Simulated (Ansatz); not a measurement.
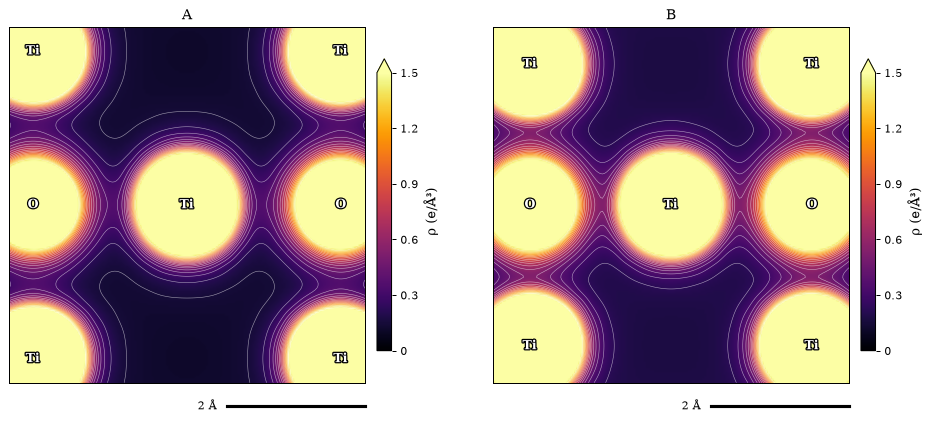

TiO. The valence electron density of two cells that differ in size, on the (010) plane of each (indices in the axes of the calculation cell), at one length scale and on one colour scale: A has 14.8 Å³ an atom and B 11.4.

Space group Pm-3m; a structure from a database of computed crystals, not necessarily the ambient phase.

Level of theory: DFT PBEsol, scalar-relativistic, plane waves, PAW (Ansatz).

The density is the valence pseudo-density of a PAW calculation; it isn't the true density close to the nuclei.

The larger cell:

```yaml
crystal:
  lattice:
    - [4.46016, 0.00000, 0.00000]
    - [0.00000, 4.46016, 0.00000]
    - [0.00000, 0.00000, 4.46016]
  atoms:
    - { symbol: Ti, position: [0.50000, 0.50000, 0.00000] }
    - { symbol: Ti, position: [0.00000, 0.50000, 0.50000] }
    - { symbol: Ti, position: [0.50000, 0.00000, 0.50000] }
    - { symbol: O, position: [0.00000, 0.50000, 0.00000] }
    - { symbol: O, position: [0.50000, 0.00000, 0.00000] }
    - { symbol: O, position: [0.00000, 0.00000, 0.50000] }
```

The smaller cell: a = 4.087 Å, b = 4.087 Å, c = 4.087 Å, α = 90.00°, β = 90.00°, γ = 90.00°.

What changes from the larger cell to the smaller?

From the larger cell to the smaller, Ti–O goes from 2.23 to 2.04 Å, and the density at its midpoint from 0.36 to 0.54 e/Å³; the pressure goes from −35 to −8 GPa; the largest moment (Ti) goes from 0.2 to 0.0 μB.
